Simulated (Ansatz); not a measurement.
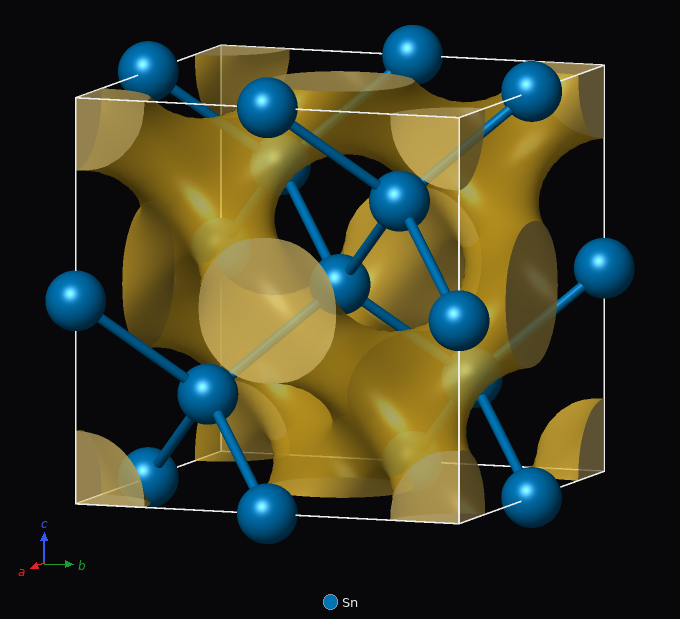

Crystal voids of Sn (Fd-3m, No. 227): the yellow surface encloses the regions where the procrystal electron density, the sum of the densities of spherically averaged neutral Hartree-Fock atoms, is below 0.007 e/bohr³ (1×1×1 cells, view slightly off an axis). No self-consistent density enters. Pale faces close the region where the drawn box cuts it. From Rb on the atoms have core potentials, so only their outer electrons count. The usual level for crystal voids is 0.002 e/bohr³; this crystal has almost no region below it, so a higher level is used, which marks the interstitial space of lowest density.

Origin of the cell: coordinates from a relaxation with Ansatz, DFT PBE, scalar-relativistic, plane waves, PAW.

```cif
data_structure
_symmetry_space_group_name_H-M 'Fd-3m:1'
_symmetry_Int_Tables_number 227
_cell_length_a 6.6582
_cell_length_b 6.6582
_cell_length_c 6.6582
_cell_angle_alpha 90.000
_cell_angle_beta 90.000
_cell_angle_gamma 90.000
_cell_volume 295.17
loop_
_atom_site_label
_atom_site_type_symbol
_atom_site_symmetry_multiplicity
_atom_site_Wyckoff_symbol
_atom_site_fract_x
_atom_site_fract_y
_atom_site_fract_z
_atom_site_occupancy
Sn1 Sn 8 b 0.50000 0.00000 0.00000 1
```

**What share of the cell is void by this measure?**

The voids take about 24 % of the cell (71 Å³ of 295.2 Å³) and are bounded by about 150 Å² of surface per cell.

**Are the voids connected in the whole crystal?**

Where they connect, they form a three-dimensional network.

**How low does the density fall, and where?**

To about 0.0036 e/bohr³ near 0.00, 0.00, 0.00 (fractional), 2.9 Å from the nearest nucleus.

**At what density do the voids first join through the crystal?**

At about 0.0045 e/bohr³, as a three-dimensional network.
